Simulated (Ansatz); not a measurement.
# What a change does: single-point calculation on CuO2

System: CuO2 (6 atoms in the cell).
Method of run A: DFT r2SCAN+U, scalar-relativistic, plane waves, PAW, Ueff = 4 eV on Cu d, no spin polarisation (Ansatz 0.2.0).

The structure derives from a Materials Project entry. Text and figures count atoms from 1; the logs count them from 0 in places.

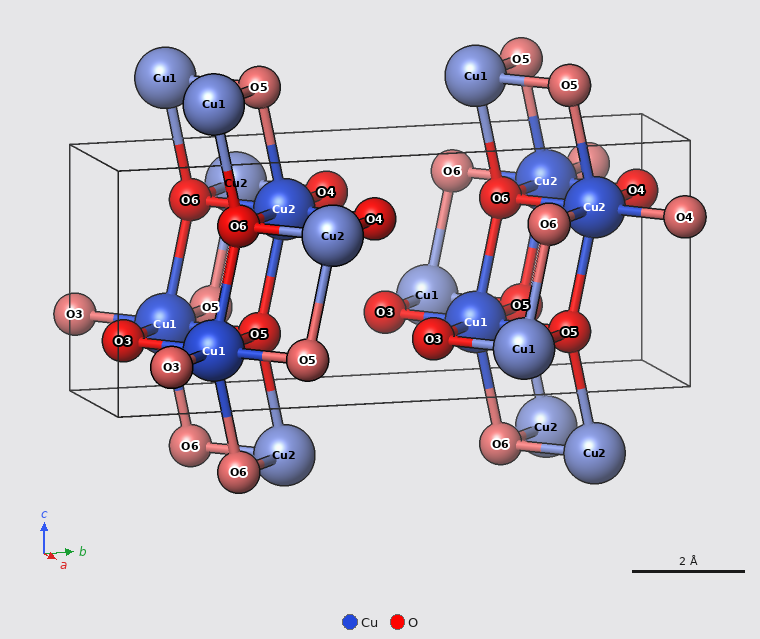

Figure 1. The structure (ball-and-stick view of the cell 2 times as large as that of the calculation, set on its symmetry axes, seen slightly off an axis; neighbours outside the cell are drawn fainter; atoms are numbered from 1 in the order of the input). An atom can appear more than once, as a periodic image.

**Input file, run A**
```yaml
crystal:
  lattice:
    - [1.4582143753, -5.3789505148, 0.0]
    - [1.4582143753, 5.3789505148, 0.0]
    - [0.0, 0.0, 4.4836302282]
  atoms:
    - { symbol: Cu, position: [0.832747, 0.167253, 0.25] }
    - { symbol: Cu, position: [0.167253, 0.832747, 0.75] }
    - { symbol: O, position: [0.448514, 0.551486, 0.25] }
    - { symbol: O, position: [0.551486, 0.448514, 0.75] }
    - { symbol: O, position: [0.21103, 0.78897, 0.25] }
    - { symbol: O, position: [0.78897, 0.21103, 0.75] }
basis:
  ecutwfc: 500
kpoints:
  mp_grid: { grid: [14, 14, 8] }
hamiltonian:
  xc: r2scan
  hubbard: { sites: [{ species: Cu, l: d, u_eff: 4.0 }] }
scf:
  occupations: { method: gaussian, width: 0.1 }
output:
  forces: true
  stress: true
  eigenvalues: true
```

Command:
```bash
ansatz run input.yaml --threads 1 --pin off --max-ram 2560MiB --backend cpu --events-out ev --progress --plain --runs-dir out
```

Hardware: 1 thread of Oxide Virtual Turin-like (Zen 5), 32 GiB of memory available, shared host.

**Output, shortened to warnings, some set-up lines, iterations and results (run A)**
```
Basis set: ecut = 500 eV, 1795 PW (Γ), exchange–correlation on 180×180×144 points (64 copies of the dense FFT grid, shifted against one another)
Symmetry: 8 space group operations
k-points: 285 of 1568
Initial density: superposition of atomic densities (chi_scale 0.1, normalization cell, long waves of neutral atoms under a Hubbard term (reshape's long-wave potential 0.27 eV rms, cloud 1.98 Å wide))
[...]
SCF iter   1: F=—  HF=-15524.310951 eV  |F-HF|=—  |Δ(HF+E_count)|=         —  Δρ=1.69e-1  dr2=2.48e1  dr2_τ=6.41e-1  ethr=3.10e-3  ⟨swp⟩=5.4  Hψ=38728  notcnv=0
SCF iter   2: F=—  HF=-15551.029200 eV  |F-HF|=—  |Δ(HF+E_count)|=    2.67e1  Δρ=5.99e-1  dr2=1.81e2  dr2_τ=3.67e0  ethr=3.10e-3  ⟨swp⟩=4.0  Hψ=27980  notcnv=0  defer=587  …
SCF iter   3: F=—  HF=-15523.167912 eV  |F-HF|=—  |Δ(HF+E_count)|=    2.79e1  Δρ=6.58e-2  dr2=2.36e0  dr2_τ=6.66e-1  ethr=3.10e-3  ⟨swp⟩=4.0  Hψ=31079  notcnv=0  defer=540
SCF iter   4: F=—  HF=-15523.297173 eV  |F-HF|=—  |Δ(HF+E_count)|=   1.29e-1  Δρ=4.95e-2  dr2=1.19e0  dr2_τ=4.10e-2  ethr=3.10e-3  ⟨swp⟩=2.2  Hψ=14500  notcnv=0  defer=454
SCF iter   5: F=—  HF=-15523.519279 eV  |F-HF|=—  |Δ(HF+E_count)|=   2.22e-1  Δρ=3.10e-2  dr2=7.42e-1  dr2_τ=5.70e-2  ethr=1.92e-3  ⟨swp⟩=2.0  Hψ=14307  notcnv=0  defer=522
[... 7 lines ...]
SCF iter  13: F=—  HF=-15523.590484 eV  |F-HF|=—  |Δ(HF+E_count)|=   5.75e-6  Δρ=1.33e-4  dr2=5.10e-6  dr2_τ=9.19e-7  ethr=1.63e-8  ⟨swp⟩=3.0  Hψ=17347  notcnv=0  defer=522
SCF iter  14: F=—  HF=-15523.590485 eV  |F-HF|=—  |Δ(HF+E_count)|=   1.57e-6  Δρ=4.05e-5  dr2=2.11e-7  dr2_τ=1.56e-7  ethr=8.22e-9  ⟨swp⟩=2.0  Hψ=16875  notcnv=0  defer=522
SCF iter  15: F=—  HF=-15523.590486 eV  |F-HF|=—  |Δ(HF+E_count)|=   3.74e-7  Δρ=3.47e-5  dr2=5.43e-7  dr2_τ=3.48e-8  ethr=1.61e-10  ⟨swp⟩=9.5  Hψ=47334  notcnv=0
SCF iter  16: F=-15523.590486 eV  HF=-15523.590486 eV  |F-HF|=9.26e-10  |Δ(HF+E_count)|=   2.34e-9  Δρ=1.22e-5  dr2=2.72e-8  dr2_τ=9.51e-9  ethr=1.61e-10  ⟨swp⟩=2.2  Hψ=36630 …
SCF 1 converged in 16 iterations: F = -15523.590486 eV  dr2 = 2.72e-8
SCF converged after 16 iterations
Free energy (F): -15523.590486 eV
Harris-Foulkes:  -15523.590486 eV  (|F-HF|=9.26e-10)
Internal energy: -15523.562425 eV  (E = F + TS)
E sigma→0 (E₀):  -15523.576455 eV
Entropy (-TS):   -0.028061 eV (-4.677 meV/atom)
Fermi energy:    5.274206 eV
--- Per-component energies (eV) ---
  E_band       = -1276.642735
  E_kinetic    = 1270.627734
  E_local      = -12590.851732  (includes V_loc(G=0)·N_el)
  E_nonlocal   = 962.575099
  E_hartree    = 5405.867498
  E_xc         = -451.428983
  E_vxc        = -658.662062  (∫ρ·V_xc dr)
  E_hubbard    = 2.456024  (on-site DFT+U / exact-exchange correction)
  E_vhub       = -31.827071  (the Hubbard potential's part of the band-sum identity)
  E_paw        = -3970.697446  (= ΣΔE_a)
  E_vpaw       = -1085.138234  (= ΣTr[D̂ρ^β])
  E_aug_tail   = 0.004172  (compensation charges beyond the density's cutoff)
  E_vtau       = 44.909877  (kinetic-family band-sum trace: ∫τ·v_τ [+ j·A + Jᵃ·Aᵃ] dr)
  E_ewald      = -6151.384811
  E_core_change = -0.729980  (= ΣΔE_core)
  E_smearing   = -0.028061  (= −TS)
  E_closure    = -0.000000  (closes the sum)
  Σ components = -15523.590486   (vs F -15523.590486, Δ=0.00e0)
--- Forces (eV/Å), atoms counted from 1 ---
  atom   1  Cu     0.00000000     0.20762754     0.00000000
  atom   2  Cu     0.00000000    -0.20762754     0.00000000
  atom   3  O      0.00000000     0.75895777     0.00000000
  atom   4  O      0.00000000    -0.75895777     0.00000000
  atom   5  O      0.00000000    -1.28739828     0.00000000
  atom   6  O      0.00000000     1.28739828     0.00000000
  max |Σ_I F_I| component: 0.00e0 eV/Å
--- Stress (GPa, compression-positive) ---
      -23.856563       0.000000       0.000000
        0.000000     -18.315943       0.000000
        0.000000       0.000000     -10.407784
  P = ⅓ Tr σ = -17.5268 GPa (-175.268 kbar)
Occupation matrices written to [file]
```

The input of run B differs as follows (lines with − go, lines with + come):
```diff
-    - { symbol: Cu, position: [0.832747, 0.167253, 0.25] }
-    - { symbol: Cu, position: [0.167253, 0.832747, 0.75] }
+    - { symbol: Cu, position: [0.832747, 0.167253, 0.25], spin: 1.0 }
+    - { symbol: Cu, position: [0.167253, 0.832747, 0.75], spin: 1.0 }
+  populations: true
+magnetization:
+  spin_polarized: true
```

How does run B compare with run A?

With the same functional and potentials, run B lies 74.4 meV per atom lower. The pressure goes from −17.53 to −14.50 GPa. With spin allowed, the absolute moment of the cell comes to 3.14 μB. Exchange favours parallel spins in the open shell, so the polarised state lies below the unpolarised one. The SCF takes 34 iterations against 16. On the same kind of shared host run B took about 2.6 times as long.

**Output, shortened to warnings, some set-up lines, iterations and results (run B)**
```
Basis set: ecut = 500 eV, 1795 PW (Γ), exchange–correlation on 180×180×144 points (64 copies of the dense FFT grid, shifted against one another)
Symmetry: 8 space group operations
k-points: 285 of 1568
Initial density: superposition of atomic densities (chi_scale 0.1, normalization cell, long waves kept (reshape's long-wave potential 0.27 eV rms))
[...]
SCF iter   1: F=—  HF=-15524.725056 eV  |F-HF|=—  |Δ(HF+E_count)|=         —  Δρ=1.49e-1 (↑7.51e-2 ↓1.49e-1)  dr2=3.42e1  dr2_τ=2.68e-1  dr2_m=3.35e0  M=0.260 μB ∫|m|=0.326 …
SCF iter   2: F=—  HF=-15523.064590 eV  |F-HF|=—  |Δ(HF+E_count)|=    1.66e0  Δρ=9.10e-2 (↑9.10e-2 ↓6.17e-2)  dr2=1.20e1  dr2_τ=5.75e-1  dr2_m=1.00e0  M=0.618 μB ∫|m|=0.752 …
SCF iter   3: F=—  HF=-15522.866204 eV  |F-HF|=—  |Δ(HF+E_count)|=   1.98e-1  Δρ=4.11e-2 (↑4.11e-2 ↓3.17e-2)  dr2=1.22e0  dr2_τ=1.43e-1  dr2_m=5.62e-1  M=0.721 μB ∫|m|=0.809 …
SCF iter   4: F=—  HF=-15523.127972 eV  |F-HF|=—  |Δ(HF+E_count)|=   2.62e-1  Δρ=3.15e-2 (↑3.15e-2 ↓2.21e-2)  dr2=4.96e-1  dr2_τ=8.73e-3  dr2_m=3.00e-1  M=0.806 μB ∫|m|=0.900 …
SCF iter   5: F=—  HF=-15523.548351 eV  |F-HF|=—  |Δ(HF+E_count)|=   4.20e-1  Δρ=1.94e-2 (↑1.94e-2 ↓1.24e-2)  dr2=1.29e-1  dr2_τ=5.25e-3  dr2_m=1.36e-1  M=0.943 μB ∫|m|=1.039 …
[... 25 lines ...]
SCF iter  31: F=—  HF=-15524.036744 eV  |F-HF|=—  |Δ(HF+E_count)|=   1.13e-6  Δρ=4.47e-5 (↑2.85e-5 ↓4.47e-5)  dr2=2.01e-6  dr2_τ=2.81e-8  dr2_m=3.59e-7  M=2.000 μB ∫|m|=2.983 …
SCF iter  32: F=—  HF=-15524.036746 eV  |F-HF|=—  |Δ(HF+E_count)|=   2.69e-6  Δρ=1.72e-5 (↑1.52e-5 ↓1.72e-5)  dr2=3.70e-7  dr2_τ=6.01e-9  dr2_m=1.48e-8  M=2.000 μB ∫|m|=2.976 …
SCF iter  33: F=—  HF=-15524.036747 eV  |F-HF|=—  |Δ(HF+E_count)|=   3.89e-7  Δρ=1.01e-5 (↑9.55e-6 ↓1.01e-5)  dr2=1.08e-7  dr2_τ=2.23e-9  dr2_m=3.01e-9  M=2.000 μB ∫|m|=2.978 …
SCF iter  34: F=-15524.036747 eV  HF=-15524.036747 eV  |F-HF|=1.74e-9  |Δ(HF+E_count)|=   1.08e-7  Δρ=3.38e-6 (↑3.38e-6 ↓3.06e-6)  dr2=2.60e-8  dr2_τ=4.70e-10  dr2_m=1.53e-9  …
SCF 1 converged in 34 iterations: F = -15524.036747 eV  dr2 = 2.60e-8
this state was not tested for a lower state beside it, because the mixer in use, unlike msr1, does not test its closes by its own steps (another_mixer; see scf.mixing.algorithm and scf.lower_state_search)
SCF converged after 34 iterations
Magnetization: 2.0000 μB (32.0000 up, 30.0000 down)
Absolute magnetization: 3.1373 μB (∫|ρ↑−ρ↓|, with the PAW one-centre terms)
Spin contamination: 0.3172 ħ² per cell (⟨S²⟩ above its minimum at these occupations)
Per-site moments (μB) at R_I (Å): [(-0.16095296429739983, 0.79103638251475), (-0.16095296429739947, 0.79103638251475), (0.6739577262730064, 0.79103638251475), (0.6739577262730063, 0.79103638251475), (0.43140676679108864, 0.8084335377501861), (0.43140676679108864, 0.8084335377501861)]
Free energy (F): -15524.036747 eV
Harris-Foulkes:  -15524.036747 eV  (|F-HF|=1.74e-9)
Internal energy: -15524.028305 eV  (E = F + TS)
E sigma→0 (E₀):  -15524.032526 eV
Entropy (-TS):   -0.008441 eV (-1.407 meV/atom)
Fermi energy:    5.523641 eV
--- Per-component energies (eV) ---
  E_band       = -1275.665504
  E_kinetic    = 1271.481756
  E_local      = -12593.172127  (includes V_loc(G=0)·N_el)
  E_nonlocal   = 963.671740
  E_hartree    = 5407.340320
  E_xc         = -451.714658
  E_vxc        = -658.798878  (∫ρ·V_xc dr)
  E_hubbard    = 2.195902  (on-site DFT+U / exact-exchange correction)
  E_vhub       = -32.306051  (the Hubbard potential's part of the band-sum identity)
  E_paw        = -3971.720645  (= ΣΔE_a)
  E_vpaw       = -1086.020869  (= ΣTr[D̂ρ^β])
  E_aug_tail   = 0.004196  (compensation charges beyond the density's cutoff)
  E_vtau       = 44.791203  (kinetic-family band-sum trace: ∫τ·v_τ [+ j·A + Jᵃ·Aᵃ] dr)
  E_ewald      = -6151.384811
  E_core_change = -0.729980  (= ΣΔE_core)
  E_smearing   = -0.008441  (= −TS)
  E_closure    = -0.000000  (closes the sum)
  Σ components = -15524.036747   (vs F -15524.036747, Δ=0.00e0)
--- Forces (eV/Å), atoms counted from 1 ---
  atom   1  Cu     0.00000000     0.19959863     0.00000000
  atom   2  Cu     0.00000000    -0.19959863     0.00000000
  atom   3  O      0.00000000     0.82656849     0.00000000
  atom   4  O      0.00000000    -0.82656849     0.00000000
  atom   5  O      0.00000000    -1.29993395     0.00000000
  atom   6  O      0.00000000     1.29993395     0.00000000
  max |Σ_I F_I| component: 0.00e0 eV/Å
--- Stress (GPa, compression-positive) ---
      -20.271846       0.000000       0.000000
        0.000000     -15.981569       0.000000
        0.000000       0.000000      -7.242107
  P = ⅓ Tr σ = -14.4985 GPa (-144.985 kbar)
Occupation matrices written to [file]
--- Löwdin populations: 6 sites ---
  site symbol       q [e]    m [muB]
     0     Cu     17.6762    -0.2106
     1     Cu     17.6762    -0.2106
[...]
```

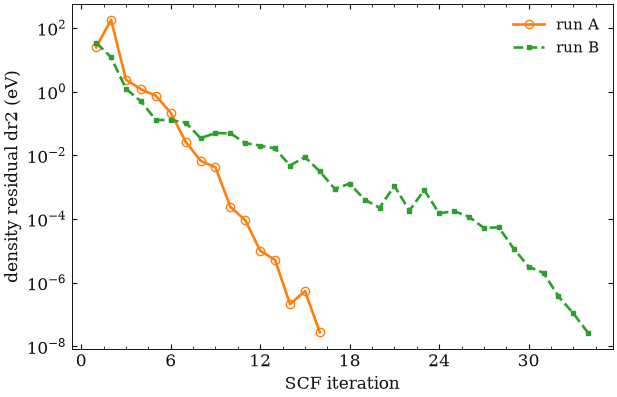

Figure 2. Convergence of the two runs: density residual dr2 against the SCF iteration. Run A takes 16 iterations in all, and run B takes 34.

**The two runs side by side**

```csv
quantity,run A,run B
outcome,converged,converged
free energy per atom (eV),−2587.2651,−2587.3395
"energy per atom, smearing taken to zero (eV)",−2587.2627,−2587.3388
gap on the mesh (eV),0.00,0.00
pressure (GPa),−17.53,−14.50
largest force (eV/Å),1.287,1.300
SCF iterations,16,34
irreducible k-points,285,285
plane waves at Γ,1795,1795
net moment of the cell (μB),–,2.00
absolute moment of the cell (μB),–,3.14
wall time (shared host),85 s,3.7 min
```

For run A: The run has no spin polarisation, so a magnetic state may lie lower. For run B: The electronic state found may not be the lowest one. Warnings: the state was not tested for a lower one.
